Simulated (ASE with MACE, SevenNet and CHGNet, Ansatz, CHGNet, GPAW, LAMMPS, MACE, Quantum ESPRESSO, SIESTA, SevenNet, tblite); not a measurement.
## Machine-learned potentials runs on 47In2O3-53ZnO (mol %) with crystalline order left by the classical run (65 atoms)

How do the settings of machine-learned potentials change the result for 47In2O3-53ZnO (mol %) with crystalline order left by the classical run (65 atoms)? A plane-wave run serves as the yardstick.

Calculated with ASE with MACE, SevenNet and CHGNet; the method is named at each step.

**1. The structure**

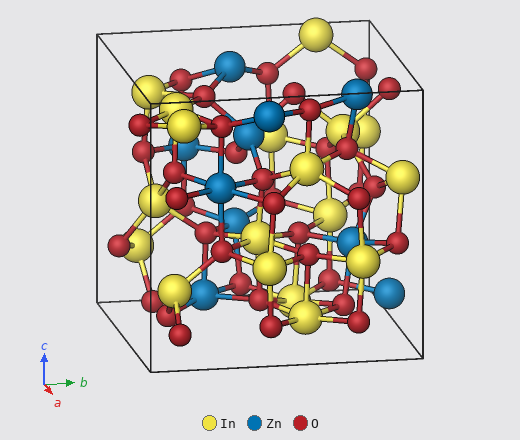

The starting structure, seen slightly off an axis (indium yellow, zinc blue, oxygen red).

The cell holds 65 atoms: 18 In, 10 Zn and 37 O. Its edges and angles: a = 9.427 Å, b = 9.427 Å, c = 9.427 Å, α = 90.0°, β = 90.0°, γ = 90.0°. 65 atoms (18 Sc, 10 Zn, 37 O) placed at random at 4.13 g/cm³, melted at 5000 K for 10 ps at fixed volume with the Morse and Coulomb pair potential with partial charges (Pedone, Malavasi, Menziani, Cormack and Segre, J. Phys. Chem. B 110, 11780 (2006)). Quenched from 5000 K to 300 K at 30 K/ps and fixed volume, held 10 ps at zero pressure, then minimised at fixed cell. Then Sc was replaced by In and the cell scaled by 1.027 (the potential has no terms for the new elements, so the cell is a start for a DFT relaxation).

The yardstick, on the same geometry:

| Property | Result |
| --- | --- |
| method | Kohn-Sham DFT, PBE, PAW, plane waves (Ansatz 0.2.0); cutoff 420 eV, Γ point, fermi-dirac smearing of 0.05 eV; PAW set soft_2 |
| r.m.s. force component | 0.3072 eV/Å |
| longest force | 0.9017 eV/Å |
| pressure | 2.457 GPa |
| spacing of highest filled and lowest empty level | 0.3187 eV |
| SCF cycles | 11 |
| time | 15 s on 4 threads of Arm Neoverse V1, shared host |
| CPU time | 55 s |

**2. MACE MP-0b2 small potential**

Method: machine-learned interatomic potential MACE MP-0b2 small, trained on PBE(+U) plane-wave data.

run.py reads:

```python
import numpy as np
from ase.io import read
import mlip  # loads the published weights by name

atoms = read("structure.xyz")
atoms.calc = mlip.calc("mace-mp-0b2-small")
energy = atoms.get_potential_energy()
forces = atoms.get_forces()
print(f"energy {energy:.6f} eV")
print("forces (eV/A)")
for i, (a, f) in enumerate(zip(atoms, forces)):
    print(f"{i:4d} {a.symbol:2s} {f[0]:10.5f} {f[1]:10.5f} {f[2]:10.5f}")
stress = -atoms.get_stress(voigt=False) * 160.21766
print("stress (GPa, compression positive)")
for row in stress:
    print(" ".join(f"{x:10.4f}" for x in row))
```

structure.xyz reads:

```xyz
65
Lattice="9.42721 0.00000 0.00000 0.00000 9.42721 0.00000 0.00000 0.00000 9.42721" Properties=species:S:1:pos:R:3 pbc="T T T"
In 6.90468 9.22207 5.72458
In 1.39400 1.10421 2.31174
In 8.95943 4.21019 3.30801
In 7.24161 1.26391 2.22133
In 7.45975 5.79651 6.33848
In 1.10261 5.80085 5.86306
In 2.56354 1.28483 7.98824
In 5.71063 1.61611 8.18942
In 4.08971 1.21272 4.57484
In 4.11243 5.99976 0.81310
In 8.77013 7.48181 3.34279
In 4.15410 7.69072 6.70727
In 0.92830 7.39706 9.26525
In 2.57495 7.56213 3.35637
In 8.88656 1.26381 8.43650
In 0.84213 9.05597 5.77294
In 5.65076 4.44813 3.51805
In 7.31514 5.77794 1.08715
Zn 4.17361 2.86681 1.21356
Zn 3.99883 9.33086 0.88474
Zn 6.59339 7.69930 8.63382
Zn 2.24377 4.15759 8.65729
Zn 5.58732 7.74172 3.17320
Zn 1.11439 2.79027 5.66754
Zn 2.54186 4.25045 3.22882
Zn 8.87930 4.21707 8.62778
Zn 7.34069 2.82741 5.78237
Zn 4.28014 4.41165 6.78448
O 5.61409 4.53232 1.32914
O 9.01288 1.10374 1.14475
O 7.47361 2.84485 7.98211
O 2.38678 1.13588 5.86109
O 4.83870 8.64909 4.87688
O 0.94828 9.11621 7.98937
O 0.99071 5.70327 8.01822
O 7.57637 5.87287 8.43688
O 3.38889 0.09719 2.87181
O 7.35549 5.86863 3.29613
O 8.90645 4.37206 5.57733
O 2.60144 1.41229 0.64492
O 3.99525 2.92206 8.12767
O 1.01201 5.89785 3.59148
O 1.07942 2.79027 3.54670
O 8.79257 4.29136 1.21932
O 7.21813 8.97932 3.51088
O 5.59769 1.34413 0.92867
O 8.88015 7.31872 5.59137
O 2.55157 4.31106 5.71600
O 4.15891 2.95524 3.37532
O 8.69754 1.04972 5.86372
O 2.61690 7.52584 1.08488
O 0.94781 2.71956 7.92282
O 5.71251 1.55540 5.97515
O 0.85995 8.89863 3.59544
O 7.21314 0.06740 8.10250
O 4.20001 6.16464 3.21996
[... 5 atom lines left out ...]
O 4.16089 9.29768 8.12230
O 2.34106 7.49520 5.64718
O 8.83198 7.31401 1.23968
O 6.22809 7.42176 6.65203
```

Started as:

```sh
OMP_NUM_THREADS=1 python run.py > output.txt
```

Log:

```text
energy -335.351805 eV
forces (eV/A)
   0 In    0.42293   -0.11080    0.08040
   1 In   -0.24685    0.04332   -0.33352
   2 In   -0.11267    0.07154   -0.69277
   3 In    0.17108    0.18323   -0.20855
   4 In   -0.14011    0.11550   -0.11798
   5 In    0.43769    0.11928    0.15479
   6 In    0.14782   -0.50389   -0.07382
   7 In    0.15165   -0.00832    0.12670
   8 In    0.13720   -0.01617    0.02571
   9 In    0.07436    0.06527   -0.09971
  10 In    0.16331   -0.15407   -0.28725
  11 In   -0.57148   -0.20907    0.22585
  12 In   -0.20658   -0.18127    0.26405
  13 In    0.04290   -0.43217   -0.03190
  14 In   -0.30307   -0.42188    0.02286
  15 In   -0.24082   -0.06893    0.23154
  16 In    0.04421    0.20116   -0.09983
  17 In    0.16234   -0.46137    0.10967
  18 Zn    0.13631   -0.00242   -0.04116
  19 Zn    0.07000   -0.34746    0.00216
  20 Zn    0.27865    0.40518    0.28120
  21 Zn   -0.19079    0.47652    0.35908
  22 Zn   -0.02351   -0.13112   -0.03468
  23 Zn    0.27568    0.02618    0.05460
[...]
57 O     0.07083    0.80488   -0.10059
  58 O    -0.10181   -0.25102    0.51706
  59 O    -0.14332   -0.72137   -0.07647
  60 O    -0.27860   -0.51911    0.43038
  61 O     0.37091    0.07803    0.48323
  62 O     0.28947    0.28649   -0.24060
  63 O     0.02175    0.39509   -0.33908
  64 O     0.03177    0.34953    0.25253
stress (GPa, compression positive)
    5.7550    -0.1057     0.2345
   -0.1057     3.8642     0.0003
    0.2345     0.0003     0.9005
```

Wall time 8.9 s (1 thread of Arm Neoverse V1, shared host); peak memory 0.67 GiB.

Banners, paths, timers and routine set-up lines are dropped from the logs unmarked, and long logs keep their key lines alone; longer cuts are marked.

Compared with the plane-wave run:

| Item | Value |
| --- | --- |
| r.m.s. force component | 0.296 eV/Å |
| r.m.s. difference of force components | 70.12 meV/Å |
| longest difference of force vectors | 266.3 meV/Å |
| force difference over r.m.s. force | 22.83 % |
| slope of forces against the reference's | 0.9381 |
| correlation of force components | 0.9737 |
| pressure | 3.507 GPa |
| pressure difference | 1.05 GPa |

Length of the force difference by element (eV/Å):

```tsv
element	atoms	mean	most
In	18	0.11	0.18
O	37	0.11	0.25
Zn	10	0.11	0.27
```

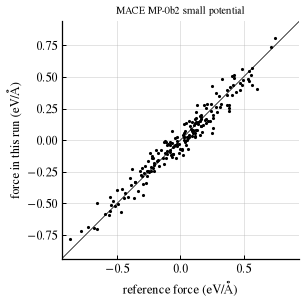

Force components against those of the reference; the line marks equality.

Local excerpt of 9 atoms (numbers count through the whole input) about O51, picked at random; x, y, z are measured from there.

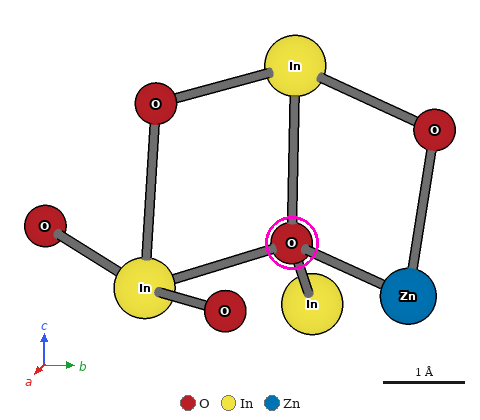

The atoms of the table, within 3.1 Å (arrows a, b, c point along x, y, z); some may hide others; the central atom is ringed.

```tsv
atom	x	y	z	distance (Å)	bonds	Fx	Fy	Fz (eV/Å)
O51	0.00	0.00	0.00	0.00	4	0.14	0.57	0.15
In13	-1.69	-0.13	-1.25	2.10	4	-0.21	-0.18	0.26
In10	1.50	-1.53	-0.27	2.15	6	0.07	0.07	-0.10
In14	-0.04	0.04	2.27	2.27	6	0.04	-0.43	-0.03
Zn20	1.38	1.81	-0.20	2.28	5	0.07	-0.35	0.00
O37	0.77	2.00	1.79	2.79	4	-0.17	0.15	-0.23
O56	1.58	-1.36	2.14	2.99	4	0.11	0.23	-0.09
O60	0.14	-3.10	0.07	3.11	4	-0.14	-0.72	-0.08
O58	3.12	-0.12	-0.05	3.12	4	0.07	0.80	-0.10
```

Atoms are counted from 1 here, from 0 in the log.

Forces lie 23 % from the reference's, at 0.15 times its CPU time (on 1 against 4 cores).

**3. SevenNet 0 potential**

Method: machine-learned interatomic potential SevenNet 0, trained on PBE(+U) plane-wave data.

Edit run.py of step 2 so:

```diff
@@ -5,3 +5,3 @@
 atoms = read("structure.xyz")
-atoms.calc = mlip.calc("mace-mp-0b2-small")
+atoms.calc = mlip.calc("7net-0")
 energy = atoms.get_potential_energy()
```

structure.xyz is that of step 2.

Log:

```text
energy -335.646301 eV
forces (eV/A)
   0 In    0.43591   -0.04385    0.18543
   1 In   -0.27172    0.03591   -0.28482
   2 In   -0.17524    0.13445   -0.76897
   3 In    0.18573    0.17547   -0.26176
   4 In   -0.17849    0.10534   -0.07122
   5 In    0.49673    0.10463    0.13476
   6 In    0.24041   -0.48198   -0.07724
   7 In    0.23153   -0.12975    0.04791
   8 In    0.11361   -0.01027    0.14615
   9 In    0.12529    0.07421   -0.23503
  10 In    0.13273   -0.17667   -0.32182
  11 In   -0.54285   -0.21049    0.28097
  12 In   -0.16759   -0.18200    0.27824
  13 In    0.09308   -0.28801   -0.00816
  14 In   -0.43312   -0.41669   -0.02378
  15 In   -0.24535    0.03778    0.23497
  16 In    0.04897    0.18104   -0.13274
  17 In    0.21487   -0.45618    0.16665
  18 Zn    0.06739    0.09888   -0.06893
  19 Zn    0.04459   -0.38419   -0.02436
  20 Zn    0.21181    0.50836    0.21065
  21 Zn   -0.15786    0.49178    0.32053
  22 Zn   -0.01682   -0.08122    0.00799
  23 Zn    0.29762    0.02178    0.11340
[...]
57 O     0.05941    0.79247   -0.01375
  58 O    -0.15148   -0.21072    0.58403
  59 O    -0.19875   -0.74941   -0.03063
  60 O    -0.28627   -0.51699    0.26726
  61 O     0.25799    0.13766    0.52366
  62 O     0.17342    0.29682   -0.32828
  63 O     0.03314    0.40258   -0.27571
  64 O     0.17053    0.29283    0.12263
stress (GPa, compression positive)
    5.6401    -0.0497     0.2620
   -0.0497     3.6431    -0.0409
    0.2620    -0.0409     0.5685
```

It took 9.6 s on 1 thread; peak memory 0.83 GiB.

Compared with the plane-wave run:

* r.m.s. force component: 0.3045 eV/Å
* r.m.s. difference of force components: 59.76 meV/Å
* longest difference of force vectors: 263.4 meV/Å
* force difference over r.m.s. force: 19.45 %
* slope of forces against the reference's: 0.9725
* correlation of force components: 0.9809
* pressure: 3.284 GPa
* pressure difference: 0.8273 GPa

Against the first run (23 %), the force difference from the reference is 19 %, at 1.1 times the CPU time.

**4. CHGNet r2SCAN potential**

Method: machine-learned interatomic potential CHGNet r2SCAN, trained on r2SCAN plane-wave data.

Edit run.py of step 3 so:

```diff
@@ -5,3 +5,3 @@
 atoms = read("structure.xyz")
-atoms.calc = mlip.calc("7net-0")
+atoms.calc = mlip.calc("chgnet-r2scan")
 energy = atoms.get_potential_energy()
```

structure.xyz is that of step 3.

Log:

```text
CHGNet vr2scan initialized with 412,525 parameters
CHGNet will run on cpu
energy -825.347473 eV
forces (eV/A)
   0 In    0.15515   -0.05609    0.15602
   1 In   -0.16633    0.02741   -0.20909
   2 In   -0.21393    0.16834   -0.49781
   3 In    0.19935    0.17538   -0.11304
   4 In   -0.06042    0.21039   -0.04099
   5 In    0.27766    0.15437   -0.01487
   6 In    0.12544   -0.41285   -0.04559
   7 In    0.19256   -0.18692   -0.03261
   8 In    0.09323   -0.06016    0.02591
   9 In    0.05392   -0.00123    0.00403
  10 In    0.12157   -0.19821   -0.13296
  11 In   -0.27369   -0.14205    0.19535
  12 In   -0.11550   -0.08711    0.22674
  13 In    0.01415   -0.17773   -0.00745
  14 In   -0.31923   -0.30767   -0.05284
  15 In   -0.14878   -0.05783    0.14294
  16 In    0.11323    0.07672   -0.21932
  17 In    0.15718   -0.31161    0.24647
  18 Zn    0.01366    0.11236    0.06178
  19 Zn   -0.10912   -0.07853   -0.01255
  20 Zn    0.24080    0.27730    0.08275
  21 Zn   -0.10130    0.15365    0.37240
  22 Zn   -0.01345   -0.17798    0.06196
  23 Zn    0.34541    0.09041    0.05418
[...]
57 O     0.09360    0.52697   -0.11911
  58 O    -0.05548   -0.22102    0.42091
  59 O     0.03246   -0.56913   -0.15197
  60 O    -0.19537   -0.40820    0.32086
  61 O     0.14863    0.13998    0.42332
  62 O     0.18719    0.27401   -0.21405
  63 O     0.06255    0.23147   -0.22650
  64 O     0.08649    0.19372    0.28211
stress (GPa, compression positive)
   -0.6673    -0.0653     0.2276
   -0.0653    -1.8330    -0.0704
    0.2276    -0.0704    -4.2452
```

Run time: 4.4 s. Hardware: 1 thread; peak memory 0.93 GiB.

Compared with the plane-wave run:

```
r.m.s. force component                  : 0.2393 eV/Å
r.m.s. difference of force components   : 106.2 meV/Å
longest difference of force vectors     : 346.3 meV/Å
force difference over r.m.s. force      : 34.58 %
slope of forces against the reference's : 0.7436
correlation of force components         : 0.9546
pressure                                : -2.248 GPa
pressure difference                     : -4.705 GPa
```

Against the first run (23 %), the force difference from the reference is 35 %, at 0.52 times the CPU time; this potential was trained at another functional than the reference's, which explains only part of so large a difference.

**5. The ladder**

Differences are against the plane-wave reference, forces as r.m.s. over components; share is that over the reference's r.m.s. force, slope the least-squares factor from reference forces to these. Total energies of different programs have different zeros and aren't compared.

```tsv
run	Δ force, r.m.s. (meV/Å)	share (%)	slope	Δ pressure (GPa)	cores	CPU time	memory (GiB)
reference	-	-	-	-	4	55 s	1.2
MACE MP-0b2 small potential	70.1	22.8	0.938	1.05	1	8.3 s	0.67
SevenNet 0 potential	59.8	19.5	0.973	0.827	1	9.4 s	0.83
CHGNet r2SCAN potential	106	34.6	0.744	-4.71	1	4.3 s	0.93
```

Times of the machine-learned potentials are mostly Python's start and the loading of weights.

CPU time is summed over cores on a shared host, where runs went side by side, so it is rough. Symmetry, cutoffs, thresholds, outputs and thread counts weren't matched or tuned between programs; memory under MPI is the largest rank's times the ranks.

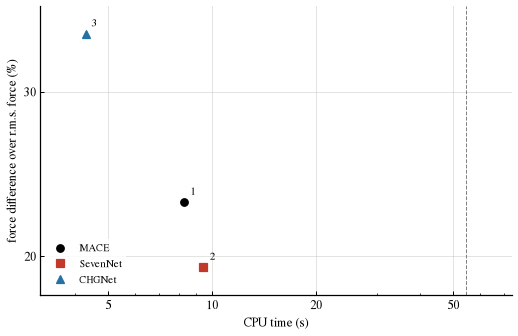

Force difference against CPU time; the dashed line marks the reference's time. Points: 1 MACE MP-0b2 small potential; 2 SevenNet 0 potential; 3 CHGNet r2SCAN potential.

**6. Summary of results**

```
nearest in forces : SevenNet 0 potential, 19 %
its CPU time      : 9.4 s
```

Machine-learned potentials differ by 19 % (SevenNet 0 potential) to 35 % (CHGNet r2SCAN potential); they were trained on other programs' data, some at another functional. Machine-learned potentials mimic data converged in k, so the reference's own k-point error enters their differences. The quench rate of 30 K/ps is many orders above laboratory rates, so the cell is likely richer in defects and strain than a real sample. The network of bonds at the start is that of the classical potential that made the cell, and needn't be the one that DFT or experiment would give. The reference's stress is far from hydrostatic: its diagonal is 5.3, 3.2, -1.2 GPa, compression counted positive. The reference's pressure of 2.5 GPa belongs to a cell and atoms that aren't relaxed at this level. The electronic-structure runs sample only Γ, in a cell whose shortest periodic width is 9 Å.

[Also dropped from logs without a mark: logging warnings of Python, and SIESTA's first energy breakdown and zero terms.]

[Logs are printed without paths, hosts, clocks, repeated set-up lines and the standing remarks that a program may print on its own settings, such as how far it seeks lower states.]

[Hosts, paths, dates, database ids (printed as entryN), source tags and the programs' standing remarks are cut or masked in the printed files.]
